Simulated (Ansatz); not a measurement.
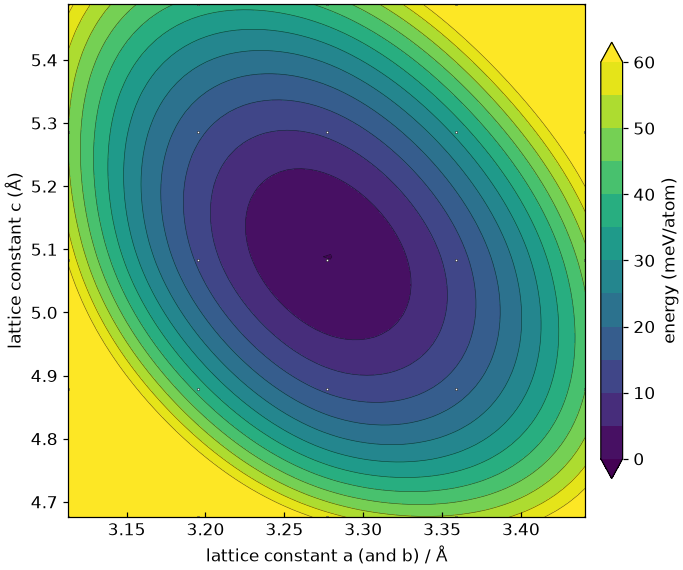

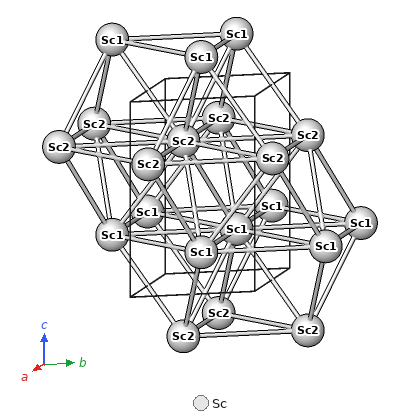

Energy landscape of Sc (P6_3/mmc, No. 194; 2 atoms in the cell). 
- The energy is mapped over the lattice constants a and c of the conventional cell.
- Coordinates scanned: (1) lattice constant a (and b); (2) lattice constant c.
- Nothing is relaxed (symmetry fixes all fractional coordinates).
- Grid: 5 × 5 points.
- Energies are in meV/atom, from the lowest grid point.
- Level of theory: Ansatz, DFT PBEsol, scalar-relativistic, plane waves, PAW. Settings: cutoff 520 eV, k-mesh 15×15×10 in the order of the run's cell vectors, gaussian smearing 0.15 eV, no spin polarisation.

Drawn: filled contours, dots at the grid points, one colour for all values above the top of the scale. Between grid points the surface is interpolated. The second picture is the structure at the lowest point

> Summarise what can be read from the map.

The lowest grid point is at lattice constant a (and b) = 3.277 Å, lattice constant c = 5.082 Å. It is the only kind of minimum in the scanned range. The highest grid point, lattice constant a (and b) = 3.113 Å, lattice constant c = 4.676 Å, lies 162 meV/atom above the lowest. Round the minimum the valley is somewhat tilted: raising lattice constant a (and b) shifts the best value of lattice constant c downwards (coupling k₁₂/√(k₁₁k₂₂) about 0.3).

Each point was launched as `ansatz run input.yaml --threads 1 --pin off --max-ram 2048MiB --backend cpu --events-out ev --progress --plain --runs-dir out`. Time for the 25 points that were run: 5.3 min on 1 thread of Arm Neoverse N1, with other jobs on the host.
